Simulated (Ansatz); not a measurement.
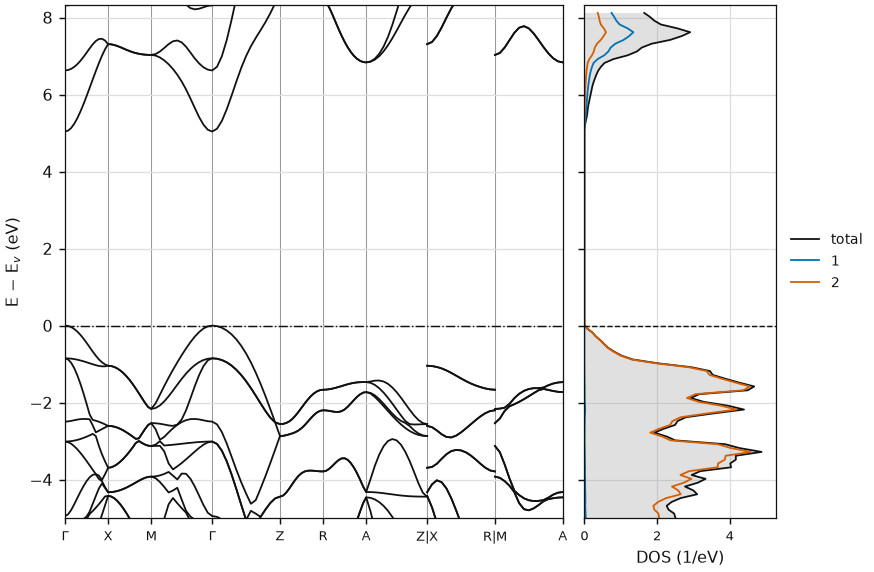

Band structure and density of states. Energies are counted from the top of the valence band. The partial curves are projected on Löwdin-orthogonalised atomic shells.

Structure: SiO2, space group P4_2/mnm, 6 atoms in the cell.

Method: DFT PBE, scalar-relativistic, plane waves, PAW, no spin polarisation, 6×6×8 k mesh (Ansatz 0.2.0).

**The numbered curves are projections. Which is which? The candidates: O 2p, Si 3s.**

1 is Si 3s; 2 is O 2p.

**What does the band structure say about the gap?**

An insulator. The gap along this path is 5.04 eV and direct: both edges lie at Γ.
